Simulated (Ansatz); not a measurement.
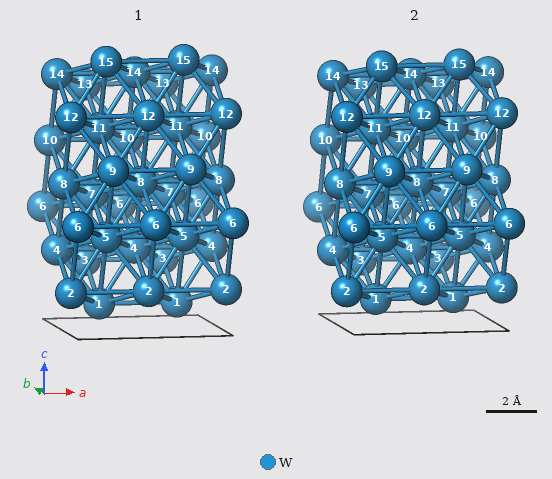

Two geometries of a slab of composition W (cut from the Im-3m phase), drawn at one scale. One is the start of a relaxation, the other its converged end. A ball-and-stick model of the 2 × 1 repeat of the cell, outlined in the plane, without the vacuum (origin shifted), seen slightly off an axis.

All numbers below come from Ansatz, DFT PBE, scalar-relativistic, plane waves, PAW. Set-up: plane-wave cutoff 420 eV; k-point mesh 11 × 5 × 1; occupations gaussian; smearing width 0.1 eV; no spin polarisation; dipole correction; atoms relaxed in a fixed cell; force threshold 0.02 eV/Å; at most 60 steps.

Q: Which of the two is the end point?

A: Structure 2 is the relaxed one. The slab is the (2 1 0) face of W. The largest moves, 0.22 Å, are those of W1 and W15. W1 goes at 25° to the normal (+c side). The lattice vectors keep their values. Some distances before and after: W11–W15 3.184 → 2.999 Å, W12–W15 2.757 → 2.621 Å, W12–W14 3.184 → 3.112 Å, W11–W14 2.757 → 2.710 Å. Over 5 accepted moves (6 points after the start) the energy falls by 0.662 eV per cell of the calculation. The largest force component goes from 2.1 to 0.0095 eV/Å. 1 step only repeated the SCF at the same geometry.
